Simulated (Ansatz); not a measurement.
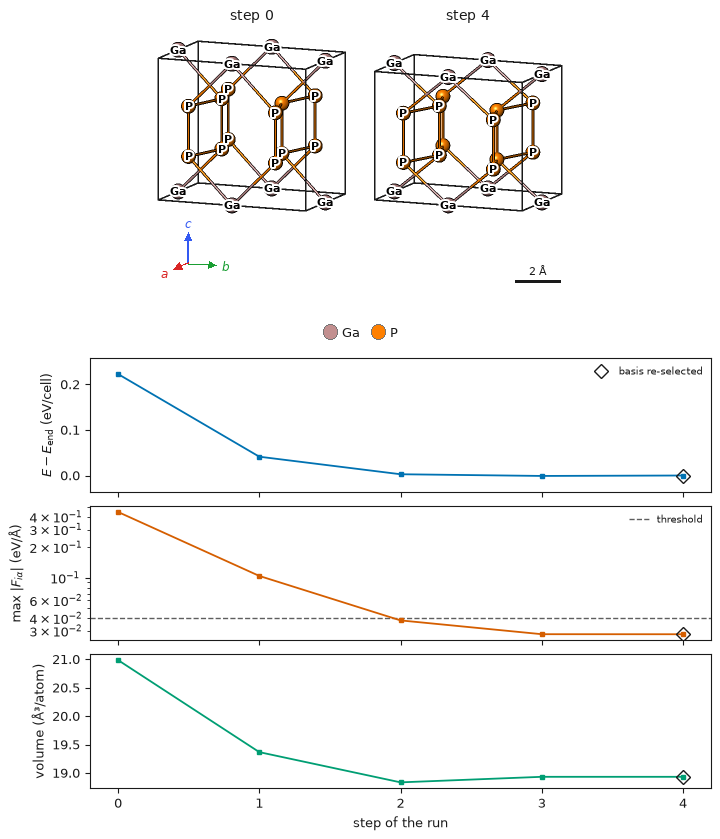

First and last geometry of a relaxation of a crystal of GaP4 (a generated structure, set up in Cmmm) (coarse preliminary run), with the history of the run. A ball-and-stick model of the conventional cell (2 times the calculation's cell), seen slightly off an axis. Lengths and directions refer to the drawn axes.

Method: DFT PBE, scalar-relativistic, plane waves, PAW in Ansatz 0.2.0.

The input:
```yaml
crystal:
  lattice:
    - [2.29814699, -3.55542794, 0.0]
    - [2.29814699, 3.55542794, 0.0]
    - [0.0, 0.0, 6.42094982]
  atoms:
    - { symbol: Ga, position: [0.5, 0.5, 0.0] }
    - { symbol: P, position: [0.7953697, 0.2046303, 0.67740496] }
    - { symbol: P, position: [0.2046303, 0.7953697, 0.67740496] }
    - { symbol: P, position: [0.2046303, 0.7953697, 0.32259504] }
    - { symbol: P, position: [0.7953697, 0.2046303, 0.32259504] }
basis:
  ecutwfc: 420
kpoints:
  mp_grid: { grid: [4, 4, 4] }
hamiltonian:
  xc: pbe
scf:
  occupations: { method: gaussian, width: 0.1 }
  lower_state_search: "off"
output:
  forces: true
  stress: true
  eigenvalues: true
relax:
  adjacent_minimum: "off"
  f_tol: 0.04
  max_steps: 70
  cell: { stress_tol: 0.4 }
```

Run as
```bash
ansatz run input.yaml --threads 1 --pin off --max-ram 2560MiB --backend cpu --events-out ev --progress --plain --runs-dir out
```

Did the run converge, and what did it change?

Answer. It converged. After 3 accepted moves (4 points after the start) the energy has fallen by 0.223 eV per cell of the calculation. The largest force component goes from 0.45 to 0.028 eV/Å. The pressure goes from −2.89 to 0.07 GPa. The SCF was repeated once at an unchanged geometry on a basis and grid sized afresh for the cell, which shifted the energy by 1.0 meV per cell of the calculation at most. The largest moves relative to the cell, 0.11 Å, are those of P2, P3, P4 and P5. P4 goes along [0 2 −3]. Ga stays in place. The volume changes by −9.8 %, with a 4.596 → 4.568 Å (−0.6 %), b 7.111 → 7.126 Å (+0.2 %), c 6.421 → 5.816 Å (−9.4 %). Among the contacts that change: Ga1–P2 2.950 → 2.816 Å, P2–P5 2.278 → 2.234 Å, P2–P3 2.387 → 2.414 Å. Among the angles between lasting bonds that change: P3–P2–P3 148.6° → 142.2°. The space group stays Cmmm (No. 65). Cost: 36 s on 1 thread of Intel(R) Xeon(R) Processor @ 2.50GHz (Skylake/Cascade Lake) (shared host), peak memory 0.4 GiB.

```tsv
step	E − E(0), meV/atom	largest force component, eV/Å	pressure, GPa	volume, Å³/atom	note
0	0.00	0.4469	-2.89	20.986	
1	-36.29	0.1044	-0.27	19.367	
2	-44.00	0.0380	0.42	18.835	
3	-44.75	0.0278	0.08	18.933	
4	-44.55	0.0278	0.07	18.933	same geometry, new basis
```

Limits of the set-up: the k-point mesh is coarse for a cell with partly filled bands.
